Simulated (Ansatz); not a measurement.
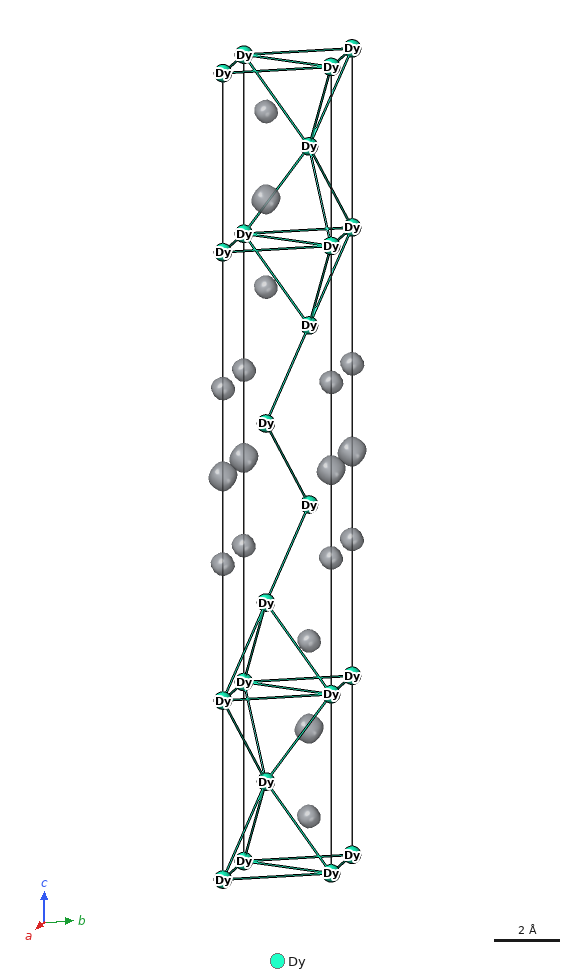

Figure. Dy. Isosurface of the ELF at 0.65 (grey), seen slightly off an axis. Only the valence region is drawn (cores and ρ < 0.01 e/Å³ removed). Sticks mark near contacts.

Space group R-3m; a structure from a database of computed crystals, not necessarily the ambient phase; the SCF solution may not be the lowest one; no Hubbard U on the f states and no spin–orbit coupling; the program warned that a lower state may break the symmetry; spin-polarised.

Method: Kohn-Sham DFT of a periodic cell, PBE, Ansatz PAW in Ansatz 0.2.0.

Core electrons are frozen (PAW), and the valence fields are smoothed inside the atomic spheres.

```xyz
9
Lattice="3.5867 0.0000 0.0000 -1.7933 3.1062 0.0000 0.0000 0.0000 25.5429" Properties=species:S:1:pos:R:3 pbc="T T T"
Dy    1.7934    1.0354    2.8432
Dy    0.0000    2.0708   11.3574
Dy    0.0000    0.0000   19.8716
Dy    0.0000    0.0000    5.6713
Dy    1.7934    1.0354   14.1855
Dy    0.0000    2.0708   22.6997
Dy    0.0000    0.0000    0.0000
Dy    1.7934    1.0354    8.5142
Dy    0.0000    2.0708   17.0287
```

### Describe the localisation domains.

The surface consists of nine pockets between the atoms, centred on no nucleus (multi-centre or interstitial), counted in one cell of 9 atoms. Any copies at cell faces, edges or corners count once. There are no localised bonds or lone pairs at this value. Profiles from the grid: Dy–Dy (3.51 Å): the ELF is about 0.15 at the midpoint; no shared electron pair shows on this line. Dy–Dy (3.59 Å): the ELF is about 0.15 at the midpoint (no localised pair shows between them).

### Which magnetic arrangement did the calculation end in?

Parallel moments (a ferromagnetic arrangement) in this solution; site moments Dy: +4.8 μB (×9) in one cell of 9 atoms.
